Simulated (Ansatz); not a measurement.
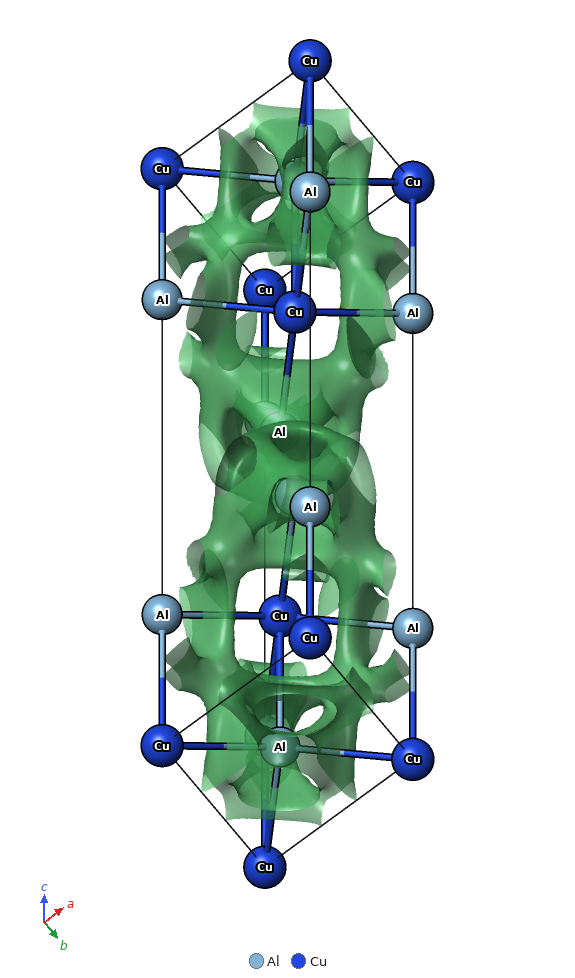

The picture shows: Al2Cu. Isosurface of the ELF at 0.6 (green), seen at an oblique angle. Only the valence region is drawn (cores and ρ < 0.01 e/Å³ removed). Sticks mark near contacts.

Space group P-3m1; a structure from a database of computed crystals, not necessarily the ambient phase; not relaxed (largest force 0.5 eV/Å); computed pressure about −3 GPa in this cell; computed without spin polarisation.

The calculation used DFT PBEsol, scalar-relativistic, plane waves, PAW in Ansatz.

Core electrons are frozen (PAW), and the valence fields are smoothed inside the atomic spheres.

Identify the bonds, lone pairs and shells in this picture.

Answer. At this value the surface marks out sheets that run through the cell in two directions, counted in one cell of 9 atoms. Regions shared between cells count once.

Values along the shortest contacts:
Al–Cu (2.48 Å): the ELF peaks at about 0.70 between the atoms.
